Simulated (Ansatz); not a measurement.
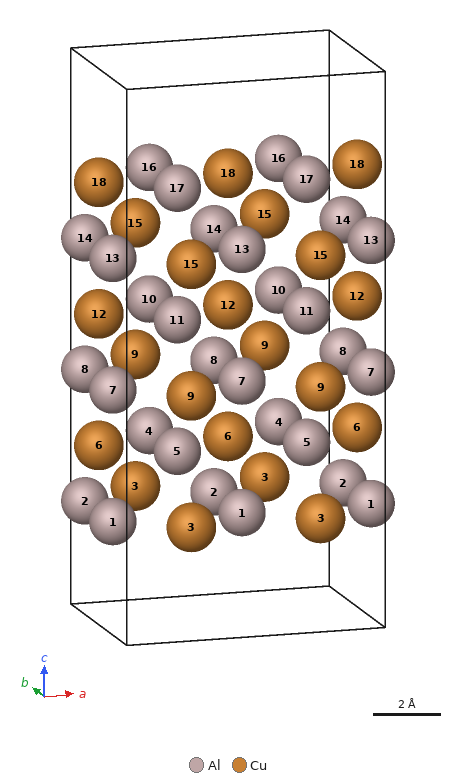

Fig. 1: The input geometry (spheres-only view of the 2 × 1 repeat of the cell, with the vacuum cut short, seen slightly off an axis; atoms are numbered from 1 in the order of the input). An atom can appear more than once, as a periodic image.

Geometry relaxation, with input and output: Al2Cu (part 1 of 2)

Al2Cu (slab, 18 atoms in the cell), computed with DFT r2SCAN, scalar-relativistic, plane waves, PAW, no spin polarisation (Ansatz 0.2.0).

The structure derives from a Materials Project entry. It belongs to a series of runs on one base structure; here: (1 0 0) slab, atoms relaxed. Figures and captions count atoms from 1; the log counts them from 0 in places.

**Input**
```yaml
crystal:
  lattice:
    - [4.0547150336, 0.0, 0.0]
    - [0.0, 5.7339750267, 0.0]
    - [0.0, 0.0, 25.136787584]
  atoms:
    - { symbol: Al, position: [0.0, 0.25, 0.2983674813] }
    - { symbol: Al, position: [0.0, 0.75, 0.2983674813] }
    - { symbol: Cu, position: [0.5, 0.0, 0.2983674813] }
    - { symbol: Al, position: [0.5, 0.75, 0.3790204888] }
    - { symbol: Al, position: [0.5, 0.25, 0.3790204888] }
    - { symbol: Cu, position: [0.0, 0.5, 0.3790204888] }
    - { symbol: Al, position: [0.0, 0.25, 0.4596734963] }
    - { symbol: Al, position: [0.0, 0.75, 0.4596734963] }
    - { symbol: Cu, position: [0.5, 0.0, 0.4596734963] }
    - { symbol: Al, position: [0.5, 0.75, 0.5403265037] }
    - { symbol: Al, position: [0.5, 0.25, 0.5403265037] }
    - { symbol: Cu, position: [0.0, 0.5, 0.5403265037] }
    - { symbol: Al, position: [0.0, 0.25, 0.6209795112] }
    - { symbol: Al, position: [0.0, 0.75, 0.6209795112] }
    - { symbol: Cu, position: [0.5, 0.0, 0.6209795112] }
    - { symbol: Al, position: [0.5, 0.75, 0.7016325187] }
    - { symbol: Al, position: [0.5, 0.25, 0.7016325187] }
    - { symbol: Cu, position: [0.0, 0.5, 0.7016325187] }
basis:
  ecutwfc: 500
kpoints:
  mp_grid: { grid: [9, 6, 1] }
hamiltonian:
  xc: r2scan
scf:
  occupations: { method: gaussian, width: 0.1 }
output:
  forces: true
  eigenvalues: true
  write_density: true
  write_potential: true
  elf: true
  volumetric_format: npy
relax:
  adjacent_minimum: "off"
  f_tol: 0.02
  max_steps: 60
efield:
  axis: 3
  dipole_correction: true
  ramp_width: 0.04
```

Command:
```bash
ansatz run input.yaml --threads 2 --pin off --max-ram 5120MiB --backend cpu --events-out ev --progress --plain --runs-dir out
```

**The program's output**
```
Engine: ansatz 0.2.0, x86_64-unknown-linux-gnu
Pseudopotentials: kind: paw
Pseudopotential: Al, paw, valence charge 3, recommended cutoff 500 eV (meta_gga), Al.paw.azcp
Pseudopotential: Cu, paw, valence charge 19, recommended cutoff 500 eV (meta_gga), Cu.paw.azcp
Functional definition: r2SCAN
  parameter k0 = 0.174
  parameter k1 = 0.065
  parameter a1 = 4.9479
  exchange = r2scan_x(k0 = k0, k1 = k1, a1 = a1)
  correlation = r2scan_c
Crystal: 18 atoms, lattice volume = 584.421 Å³
Basis set: ecut = 500 eV, 14893 PW (Γ), exchange–correlation on 120×180×768 points (64 copies of the dense FFT grid, shifted against one another)
Bands: 93, of which v1, the nominal top of the filled ones, is band 75 counted from 1 (74 counted from 0)
Symmetry: 4 space group operations
k-points: 20 of 54
Non-local potential: Al, projectors of the file, l = 0: 2, l = 1: 2, l = 2: 1
Non-local potential: Cu, projectors of the file, l = 0: 3, l = 1: 2, l = 2: 3, l = 3: 1
PAW form: soft (Blöchl's): semilocal exchange-correlation on the pseudo side does not see the compensation charge
PAW frozen core: Al, regenerated for the run's functional (the file was generated under x = pbe(κ = 0.804, μ = 0.2195149727645171), c = pbe(β = 0.06672455060314922))
PAW frozen core: Cu, regenerated for the run's functional (the file was generated under x = pbe(κ = 0.804, μ = 0.2195149727645171), c = pbe(β = 0.06672455060314922))
PAW one-centre angular grid: Al, 302 points (default); XC on 160 Gauss nodes
PAW one-centre angular grid: Cu, 590 points (default); XC on 160 Gauss nodes
Initial density: superposition of atomic densities (neutral atoms: chi_scale 0, normalization atom), corrected by the library's trained network
Initial wavefunctions: pseudopotential atomic-orbital guess
Functional: x = r2scan, c = r2scan; τ floored in thin density (d = 2e-4 eV/Å³)
SCF iter   1: F=—  HF=-46271.941097 eV  |F-HF|=—  |Δ(HF+E_count)|=         —  Δρ=1.66e-2  dr2=1.35e0  dr2_τ=6.12e-2  ethr=1.77e-3  p=0.000 e·Å  D=2.47e-13 V/Å  ΔV_dip=-0.00 eV  dr2_dipole=4.48e-7  V_vac-E_F(+/−)=4.64/4.64 eV  ⟨swp⟩=8.7  Hψ=8658  notcnv=0  defer=34
efield: sawtooth ramp at fractional position 0.9800 (placed from the atoms, in the widest stretch of the axis that holds none; the zero of the levels goes with the place), width 0.0400; the density the first Hamiltonian is built on has a dipole p = 0.000 e·Å; the dipole correction subtracts the counter field D = 2.47e-13 V/Å, which shifts the + side's vacuum level by -0.00 eV against the − side's; the planar-averaged density in the ramp window peaks in size at 1.0e-5 e/Å³
preconditioner: auto → LDOS  [metal: Δε(μ)=0.026 eV  Ē_g=7.250 eV  σ=0.100 eV  W_gap=0.14  n_scr=108 (ndim 8)  ℏωp=15.5 eV  f_vac=0.449  D(μ)=7.45/eV (n_scr^D=30)  β→1.0]
SCF iter   2: F=—  HF=-46273.329973 eV  |F-HF|=—  |Δ(HF+E_count)|=    1.39e0  Δρ=4.79e-2  dr2=8.19e0  dr2_τ=3.40e-2  ethr=9.01e-4  p=-0.000 e·Å  D=-1.43e-6 V/Å  ΔV_dip=0.00 eV  dr2_dipole=4.01e-10  V_vac-E_F(+/−)=4.57/4.57 eV  ⟨swp⟩=3.0  Hψ=3927  notcnv=0  defer=211  recentre
SCF iter   3: F=—  HF=-46271.981683 eV  |F-HF|=—  |Δ(HF+E_count)|=    1.35e0  Δρ=7.44e-3  dr2=3.60e-1  dr2_τ=1.33e-3  ethr=9.01e-4  p=0.000 e·Å  D=4.99e-6 V/Å  ΔV_dip=-0.00 eV  dr2_dipole=2.28e-7  V_vac-E_F(+/−)=4.66/4.66 eV  ⟨swp⟩=2.2  Hψ=3784  notcnv=0  defer=221
SCF iter   4: F=—  HF=-46271.933565 eV  |F-HF|=—  |Δ(HF+E_count)|=   4.81e-2  Δρ=2.10e-3  dr2=1.76e-2  dr2_τ=1.18e-4  ethr=2.40e-4  p=-0.000 e·Å  D=-3.76e-6 V/Å  ΔV_dip=0.00 eV  dr2_dipole=9.20e-7  V_vac-E_F(+/−)=4.65/4.65 eV  ⟨swp⟩=2.0  Hψ=2932  notcnv=0  defer=216
SCF iter   5: F=—  HF=-46271.931926 eV  |F-HF|=—  |Δ(HF+E_count)|=   1.64e-3  Δρ=1.33e-3  dr2=7.32e-3  dr2_τ=4.88e-5  ethr=1.18e-5  p=0.000 e·Å  D=4.99e-6 V/Å  ΔV_dip=-0.00 eV  dr2_dipole=1.65e-8  V_vac-E_F(+/−)=4.64/4.64 eV  ⟨swp⟩=3.0  Hψ=3826  notcnv=0  defer=216
SCF iter   6: F=—  HF=-46271.931488 eV  |F-HF|=—  |Δ(HF+E_count)|=   4.38e-4  Δρ=5.06e-4  dr2=1.64e-3  dr2_τ=1.51e-5  ethr=4.88e-6  p=0.000 e·Å  D=3.80e-6 V/Å  ΔV_dip=-0.00 eV  dr2_dipole=7.45e-9  V_vac-E_F(+/−)=4.64/4.64 eV  ⟨swp⟩=2.0  Hψ=2230  notcnv=0  defer=216
SCF iter   7: F=—  HF=-46271.931634 eV  |F-HF|=—  |Δ(HF+E_count)|=   1.47e-4  Δρ=1.68e-4  dr2=1.59e-4  dr2_τ=9.00e-7  ethr=1.09e-6  p=0.000 e·Å  D=6.61e-7 V/Å  ΔV_dip=-0.00 eV  dr2_dipole=3.10e-9  V_vac-E_F(+/−)=4.64/4.64 eV  ⟨swp⟩=2.1  Hψ=2542  notcnv=0  defer=216
SCF iter   8: F=—  HF=-46271.931639 eV  |F-HF|=—  |Δ(HF+E_count)|=   4.47e-6  Δρ=5.27e-5  dr2=1.62e-5  dr2_τ=8.99e-8  ethr=1.06e-7  p=0.000 e·Å  D=1.88e-6 V/Å  ΔV_dip=-0.00 eV  dr2_dipole=7.63e-9  V_vac-E_F(+/−)=4.64/4.64 eV  ⟨swp⟩=2.0  Hψ=2482  notcnv=0  defer=216
SCF iter   9: F=-46271.931641 eV  HF=-46271.931641 eV  |F-HF|=3.86e-7  |Δ(HF+E_count)|=   2.39e-6  Δρ=1.37e-5  dr2=1.24e-6  dr2_τ=1.65e-8  ethr=6.67e-9  p=0.000 e·Å  D=4.33e-7 V/Å  ΔV_dip=-0.00 eV  dr2_dipole=4.42e-11  V_vac-E_F(+/−)=4.64/4.64 eV  ⟨swp⟩=25.0  Hψ=20890  notcnv=0
SCF 1 converged in 9 iterations: F = -46271.931641 eV  dr2 = 1.24e-6
  greatest PAW one-centre occupation: 1.000 electrons in one spin orbital (limit 2), on the Cu atom at site 17 (counted from 0), in its partial waves of l = 0
relax step   1: F+E_penalty+E_count = -46271.93164095 eV  Δ(F+E_penalty+E_count) = +0.000e0 eV  max|allowed force component| = 1.418e-1 eV/Å  Δτ_max = 0.0000 Å  (9 SCF iters, dr2 threshold 1.00e-5 eV, accepted)
Initial density: handed on by an earlier stage of this run
Initial wavefunctions: those handed on with the density
iter 1 solved again at ethr=1.40e-6 eV; its pass at ethr=3.10e-3 eV (dr2=2.10e-3 eV) is discarded
SCF iter   1: F=—  HF=-46271.937065 eV  |F-HF|=—  |Δ(HF+E_count)|=         —  Δρ=4.06e-4  dr2=2.10e-3  dr2_τ=9.53e-4  ethr=1.40e-6  p=0.000 e·Å  D=4.33e-7 V/Å  ΔV_dip=-0.00 eV  dr2_dipole=1.40e-10  V_vac-E_F(+/−)=4.64/4.64 eV  ⟨swp⟩=2.1  Hψ=5532  notcnv=0  defer=216
efield: sawtooth ramp at fractional position 0.9800 (handed on by an earlier solve), width 0.0400; the density the first Hamiltonian is built on has a dipole p = 0.000 e·Å; the dipole correction subtracts the counter field D = 4.33e-7 V/Å, which shifts the + side's vacuum level by -0.00 eV against the − side's; the planar-averaged density in the ramp window peaks in size at 7.7e-7 e/Å³
preconditioner: auto → LDOS  [metal: Δε(μ)=0.074 eV  Ē_g=7.057 eV  σ=0.100 eV  W_gap=0.40  n_scr=108 (ndim 8)  ℏωp=15.5 eV  f_vac=0.449  D(μ)=6.72/eV (n_scr^D=24)  β→1.0]
SCF iter   2: F=—  HF=-46271.938189 eV  |F-HF|=—  |Δ(HF+E_count)|=   1.12e-3  Δρ=7.47e-4  dr2=2.47e-3  dr2_τ=1.70e-5  ethr=1.40e-6  p=-0.000 e·Å  D=-2.21e-6 V/Å  ΔV_dip=0.00 eV  dr2_dipole=1.57e-8  V_vac-E_F(+/−)=4.64/4.64 eV  ⟨swp⟩=2.0  Hψ=3068  notcnv=0  defer=216
SCF iter   3: F=—  HF=-46271.937777 eV  |F-HF|=—  |Δ(HF+E_count)|=   4.13e-4  Δρ=3.02e-4  dr2=3.50e-4  dr2_τ=1.48e-6  ethr=1.40e-6  p=-0.000 e·Å  D=-7.64e-7 V/Å  ΔV_dip=0.00 eV  dr2_dipole=1.31e-10  V_vac-E_F(+/−)=4.64/4.64 eV  ⟨swp⟩=2.0  Hψ=2540  notcnv=0  defer=216
SCF iter   4: F=—  HF=-46271.937779 eV  |F-HF|=—  |Δ(HF+E_count)|=   2.12e-6  Δρ=3.73e-5  dr2=1.72e-5  dr2_τ=1.86e-7  ethr=2.34e-7  p=0.000 e·Å  D=9.54e-8 V/Å  ΔV_dip=-0.00 eV  dr2_dipole=5.80e-10  V_vac-E_F(+/−)=4.64/4.64 eV  ⟨swp⟩=2.0  Hψ=2491  notcnv=0  defer=216
SCF iter   5: F=—  HF=-46271.937784 eV  |F-HF|=—  |Δ(HF+E_count)|=   5.49e-6  Δρ=2.73e-5  dr2=3.38e-6  dr2_τ=2.11e-8  ethr=1.14e-8  p=-0.000 e·Å  D=-4.10e-7 V/Å  ΔV_dip=0.00 eV  dr2_dipole=1.05e-10  V_vac-E_F(+/−)=4.64/4.64 eV  ⟨swp⟩=2.2  Hψ=2698  notcnv=0  defer=216
SCF iter   6: F=-46271.937784 eV  HF=-46271.937784 eV  |F-HF|=4.17e-7  |Δ(HF+E_count)|=   9.59e-8  Δρ=1.24e-5  dr2=6.08e-7  dr2_τ=5.17e-9  ethr=8.38e-10  p=-0.000 e·Å  D=-5.01e-8 V/Å  ΔV_dip=0.00 eV  dr2_dipole=6.55e-12  V_vac-E_F(+/−)=4.64/4.64 eV  ⟨swp⟩=20.2  Hψ=19419  notcnv=0
SCF 2 converged in 6 iterations: F = -46271.937784 eV  dr2 = 6.08e-7
relax step   2: F+E_penalty+E_count = -46271.93778403 eV  Δ(F+E_penalty+E_count) = -6.143e-3 eV  max|allowed force component| = 6.635e-2 eV/Å  Δτ_max = 0.0115 Å  (6 SCF iters, dr2 threshold 1.26e-6 eV, accepted)
SCF iter   1: F=—  HF=-46271.932019 eV  |F-HF|=—  |Δ(HF+E_count)|=         —  Δρ=6.38e-4  dr2=1.91e-3  dr2_τ=9.47e-3  ethr=6.63e-6  p=-0.000 e·Å  D=-5.01e-8 V/Å  ΔV_dip=0.00 eV  dr2_dipole=1.30e-9  V_vac-E_F(+/−)=4.64/4.64 eV  ⟨swp⟩=2.5  Hψ=3531  notcnv=0  defer=215
efield: sawtooth ramp at fractional position 0.9800 (handed on by an earlier solve), width 0.0400; the density the first Hamiltonian is built on has a dipole p = -0.000 e·Å; the dipole correction subtracts the counter field D = -5.01e-8 V/Å, which shifts the + side's vacuum level by +0.00 eV against the − side's; the planar-averaged density in the ramp window peaks in size at 7.1e-7 e/Å³
preconditioner: auto → LDOS  [metal: Δε(μ)=0.081 eV  Ē_g=7.061 eV  σ=0.100 eV  W_gap=0.43  n_scr=108 (ndim 8)  ℏωp=15.5 eV  f_vac=0.449  D(μ)=6.59/eV (n_scr^D=24)  β→1.0]
SCF iter   2: F=—  HF=-46271.940036 eV  |F-HF|=—  |Δ(HF+E_count)|=   8.02e-3  Δρ=9.98e-4  dr2=4.28e-3  dr2_τ=2.02e-5  ethr=1.27e-6  p=-0.000 e·Å  D=-8.20e-7 V/Å  ΔV_dip=0.00 eV  dr2_dipole=4.16e-9  V_vac-E_F(+/−)=4.64/4.64 eV  ⟨swp⟩=2.9  Hψ=3801  notcnv=0  defer=215  recentre
SCF iter   3: F=—  HF=-46271.939418 eV  |F-HF|=—  |Δ(HF+E_count)|=   6.18e-4  Δρ=4.35e-4  dr2=7.11e-4  dr2_τ=6.08e-6  ethr=1.27e-6  p=0.000 e·Å  D=7.09e-7 V/Å  ΔV_dip=-0.00 eV  dr2_dipole=6.31e-11  V_vac-E_F(+/−)=4.64/4.64 eV  ⟨swp⟩=2.0  Hψ=3062  notcnv=0  defer=215
SCF iter   4: F=—  HF=-46271.939282 eV  |F-HF|=—  |Δ(HF+E_count)|=   1.37e-4  Δρ=8.54e-5  dr2=4.82e-5  dr2_τ=3.73e-7  ethr=4.74e-7  p=-0.000 e·Å  D=-3.56e-8 V/Å  ΔV_dip=0.00 eV  dr2_dipole=1.28e-10  V_vac-E_F(+/−)=4.64/4.64 eV  ⟨swp⟩=2.2  Hψ=2682  notcnv=0  defer=215
SCF iter   5: F=—  HF=-46271.939368 eV  |F-HF|=—  |Δ(HF+E_count)|=   8.66e-5  Δρ=4.50e-5  dr2=8.31e-6  dr2_τ=7.18e-8  ethr=3.21e-8  p=0.000 e·Å  D=3.18e-7 V/Å  ΔV_dip=-0.00 eV  dr2_dipole=1.16e-9  V_vac-E_F(+/−)=4.64/4.64 eV  ⟨swp⟩=2.4  Hψ=2986  notcnv=0  defer=215
SCF iter   6: F=—  HF=-46271.939369 eV  |F-HF|=—  |Δ(HF+E_count)|=   5.46e-7  Δρ=4.37e-5  dr2=7.50e-6  dr2_τ=3.74e-8  ethr=5.54e-9  p=0.000 e·Å  D=8.62e-9 V/Å  ΔV_dip=-0.00 eV  dr2_dipole=6.48e-10  V_vac-E_F(+/−)=4.64/4.64 eV  ⟨swp⟩=2.1  Hψ=3142  notcnv=0  defer=215
SCF iter   7: F=—  HF=-46271.939368 eV  |F-HF|=—  |Δ(HF+E_count)|=   8.99e-7  Δρ=1.83e-5  dr2=1.45e-6  dr2_τ=1.55e-8  ethr=5.00e-9  p=0.000 e·Å  D=1.29e-7 V/Å  ΔV_dip=-0.00 eV  dr2_dipole=1.52e-10  V_vac-E_F(+/−)=4.64/4.64 eV  ⟨swp⟩=2.1  Hψ=2141  notcnv=0  defer=215
SCF iter   8: F=—  HF=-46271.939368 eV  |F-HF|=—  |Δ(HF+E_count)|=   1.03e-7  Δρ=7.60e-6  dr2=2.37e-7  dr2_τ=1.47e-9  ethr=9.70e-10  p=0.000 e·Å  D=2.26e-7 V/Å  ΔV_dip=-0.00 eV  dr2_dipole=4.78e-11  V_vac-E_F(+/−)=4.64/4.64 eV  ⟨swp⟩=2.0  Hψ=2437  notcnv=0  defer=215
SCF iter   9: F=-46271.939368 eV  HF=-46271.939368 eV  |F-HF|=2.77e-8  |Δ(HF+E_count)|=   1.22e-8  Δρ=2.78e-6  dr2=3.07e-8  dr2_τ=1.54e-10  ethr=6.67e-11  p=0.000 e·Å  D=1.39e-7 V/Å  ΔV_dip=-0.00 eV  dr2_dipole=8.38e-11  V_vac-E_F(+/−)=4.64/4.64 eV  ⟨swp⟩=18.4  Hψ=15158  notcnv=0
SCF 3 converged in 9 iterations: F = -46271.939368 eV  dr2 = 3.07e-8
  greatest PAW one-centre occupation: 1.000 electrons in one spin orbital (limit 2), on the Cu atom at site 2 (counted from 0), in its partial waves of l = 0
relax step   3: F+E_penalty+E_count = -46271.93936788 eV  Δ(F+E_penalty+E_count) = -1.584e-3 eV  max|allowed force component| = 8.242e-3 eV/Å  Δτ_max = 0.0078 Å  (9 SCF iters, accepted)
iter 1 solved again at ethr=2.04e-11 eV; its pass at ethr=3.10e-3 eV (dr2=3.05e-8 eV) is discarded
SCF iter   1: F=—  HF=-46271.939368 eV  |F-HF|=—  |Δ(HF+E_count)|=         —  Δρ=2.78e-6  dr2=3.07e-8  dr2_τ=1.54e-10  ethr=2.04e-11  p=0.000 e·Å  D=1.39e-7 V/Å  ΔV_dip=-0.00 eV  dr2_dipole=8.38e-11  V_vac-E_F(+/−)=4.64/4.64 eV  ⟨swp⟩=1.0  Hψ=5150  notcnv=0
efield: sawtooth ramp at fractional position 0.9800 (kept from the solve that this one continues, or follows in the run), width 0.0400; the density the first Hamiltonian is built on has a dipole p = 0.000 e·Å; the dipole correction subtracts the counter field D = 1.39e-7 V/Å, which shifts the + side's vacuum level by -0.00 eV against the − side's; the planar-averaged density in the ramp window peaks in size at 7.0e-7 e/Å³
preconditioner: auto → LDOS  [metal: Δε(μ)=0.083 eV  Ē_g=7.063 eV  σ=0.100 eV  W_gap=0.44  n_scr=108 (ndim 8)  ℏωp=15.5 eV  f_vac=0.449  D(μ)=6.56/eV (n_scr^D=24)  β→1.0]
SCF iter   2: F=—  HF=-46271.939368 eV  |F-HF|=—  |Δ(HF+E_count)|=   5.68e-8  Δρ=9.26e-6  dr2=3.16e-7  dr2_τ=1.32e-9  ethr=2.04e-11  p=0.000 e·Å  D=4.68e-7 V/Å  ΔV_dip=-0.00 eV  dr2_dipole=1.07e-9  V_vac-E_F(+/−)=4.64/4.64 eV  ⟨swp⟩=11.9  Hψ=13729  notcnv=0  recentre
SCF iter   3: F=-46271.939368 eV  HF=-46271.939368 eV  |F-HF|=1.35e-9  |Δ(HF+E_count)|=   5.69e-8  Δρ=2.86e-7  dr2=1.07e-9  dr2_τ=4.14e-12  ethr=2.04e-11  p=0.000 e·Å  D=2.32e-7 V/Å  ΔV_dip=-0.00 eV  dr2_dipole=3.18e-14  V_vac-E_F(+/−)=4.64/4.64 eV  ⟨swp⟩=9.7  Hψ=13499  notcnv=0
SCF 4 converged in 3 iterations: F = -46271.939368 eV  dr2 = 1.07e-9
```

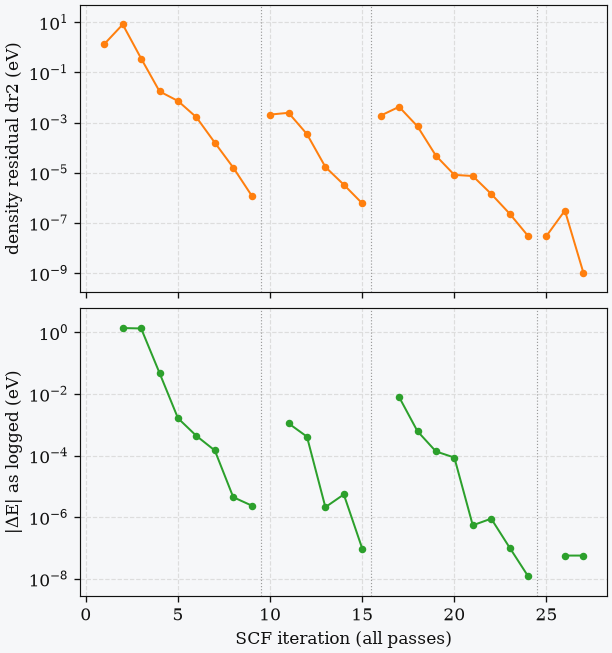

Fig. 2: Convergence of the self-consistent field: density residual dr2 and size of the energy change against the SCF iteration. Dotted lines part the SCF passes that the log prints in full.

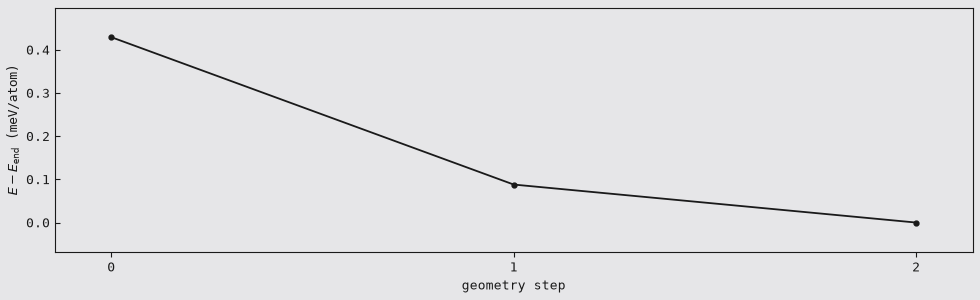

Fig. 3: Progress of the relaxation, step by step (the first geometry is step 0 here and step 1 in the log).

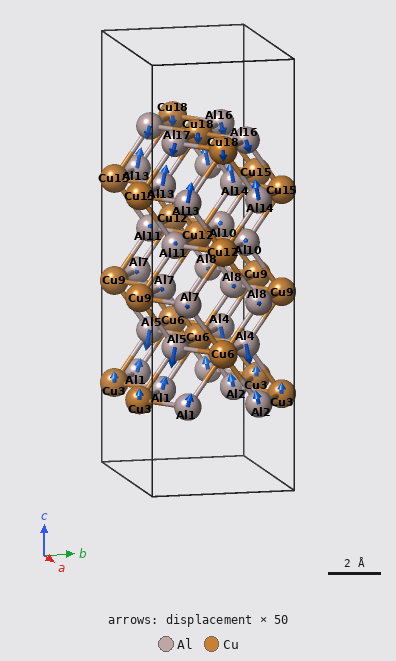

Fig. 4: The starting structure with the displacements as blue arrows, magnified 50 times (ball-and-stick view of the 2 × 1 repeat of the cell, with the vacuum cut short, seen slightly off an axis). The largest moves, 0.017 Å, are those of Al4, Al5, Al13 and Al14. By element the largest moves are Al 0.017 Å, Cu 0.009 Å. The cell stays as it was. Distances before and after: Al13–Cu18 2.483 → 2.460 Å, Al4–Cu9 2.483 → 2.495 Å, Al1–Cu6 2.483 → 2.473 Å. The energy falls by 0.4 meV per atom in 2 geometry steps. The largest force component goes from 0.14 to 0.0082 eV/Å. (Atoms are counted from 1 in the order of the input.)
